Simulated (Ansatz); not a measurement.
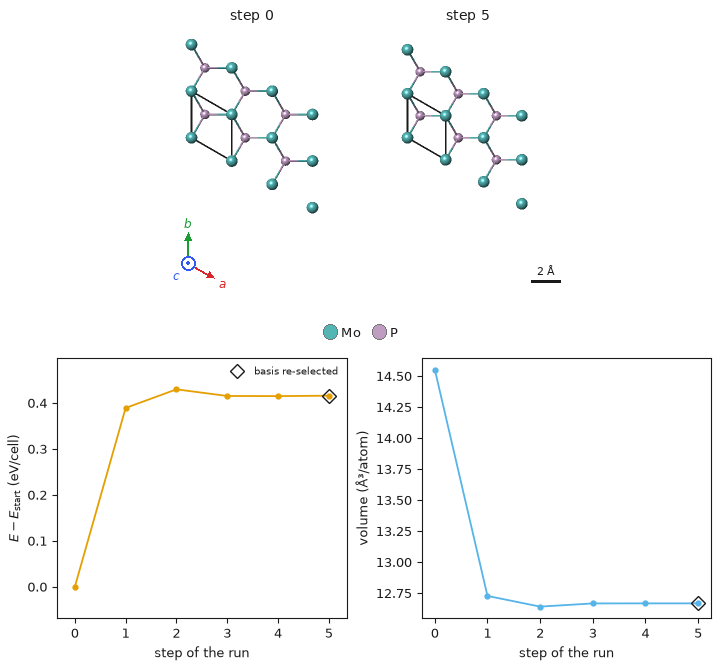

First and last geometry of a relaxation of a crystal of MoP (set up in P-6m2), with the history of the run. The picture is a ball-and-stick view of the cell of the calculation, repeated 3 × 2 × 1 with one cell outlined, seen along the c axis.

Case: relaxed at 40 GPa.

Computed with DFT PBE, scalar-relativistic, plane waves, PAW in Ansatz 0.2.0.

Input
```yaml
crystal:
  lattice:
    - [3.2444059771, 0.0, 0.0]
    - [-1.6222029885, 2.8097379963, 0.0]
    - [0.0, 0.0, 3.1928138409]
  atoms:
    - { symbol: Mo, position: [0.0, 0.0, 0.0] }
    - { symbol: P, position: [0.3333333333, 0.6666666667, 0.5] }
basis:
  ecutwfc: 420
kpoints:
  mp_grid: { grid: [18, 18, 14] }
hamiltonian:
  xc: pbe
scf:
  occupations: { method: fermi_dirac, width: 0.15 }
output:
  forces: true
  stress: true
  eigenvalues: true
relax:
  adjacent_minimum: "off"
  f_tol: 0.001
  max_steps: 60
  cell: { stress_tol: 0.02, p_target: 40.0 }
```

Command:
```bash
ansatz run input.yaml --threads 1 --pin off --max-ram 3072MiB --backend cpu --events-out ev --progress --plain --runs-dir out
```

Did the run converge, and what did it change?

It converged. After 4 accepted moves (5 points after the start) the energy has risen by 0.416 eV per cell of the calculation. With the target pressure of 40 GPa, the enthalpy E + pV changes by −0.525 eV per cell of the calculation. All forces vanish by symmetry, so only the cell relaxes. The pressure goes from 0.00 to 40.00 GPa. At 1 point the geometry stayed and the basis and grid were re-selected for the new cell (energy shift of 0.9 meV per cell of the calculation at most each time). No atom moves by more than 0.005 Å relative to the cell. Cell: a = b 3.244 → 3.066 Å (−5.5 %), c 3.193 → 3.112 Å (−2.5 %). Volume −12.9 %. Near-neighbour distances that change, for instance: Mo1–Mo1 3.244 → 3.066 Å, Mo1–P2 2.461 → 2.357 Å. The space group stays P-6m2 (No. 187).

| step | E − E(0), meV/atom | pressure, GPa | volume, Å³/atom | note |
| --- | --- | --- | --- | --- |
| 0 | 0.00 | 0.00 | 14.553 |  |
| 1 | 194.64 | 38.98 | 12.728 |  |
| 2 | 214.88 | 40.32 | 12.642 |  |
| 3 | 207.66 | 40.01 | 12.668 |  |
| 4 | 207.53 | 40.00 | 12.668 |  |
| 5 | 207.98 | 40.00 | 12.668 | same geometry, new basis |
